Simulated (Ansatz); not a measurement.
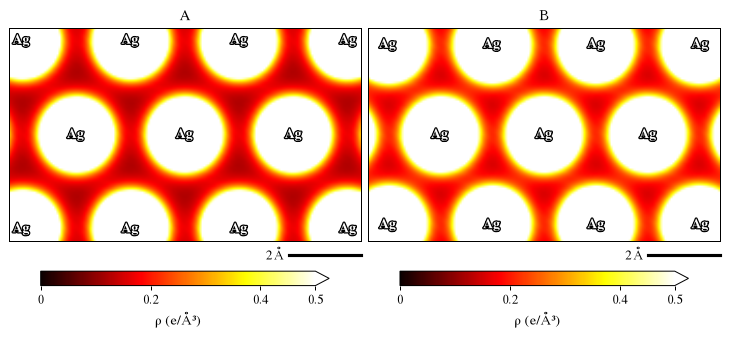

Ag. The valence charge density (pseudo) of two cells that differ in size and shape, on the (001) plane of each (indices in the axes of the calculation cell), at one length scale and on one colour scale: A has 18.7 Å³ an atom and B 17.1.

Computed with DFT PBE, scalar-relativistic, plane waves, PAW (Ansatz 0.2.0).

In a PAW calculation such maps are meaningful between the atoms, not at the nuclei.

### What does the compression do to the bonding and the properties?

From the larger cell to the smaller, Ag–Ag goes from 3.02 to 2.89 Å, and the density at its midpoint from 0.17 to 0.21 e/Å³; the pressure goes from −3.3 to 4.7 GPa.
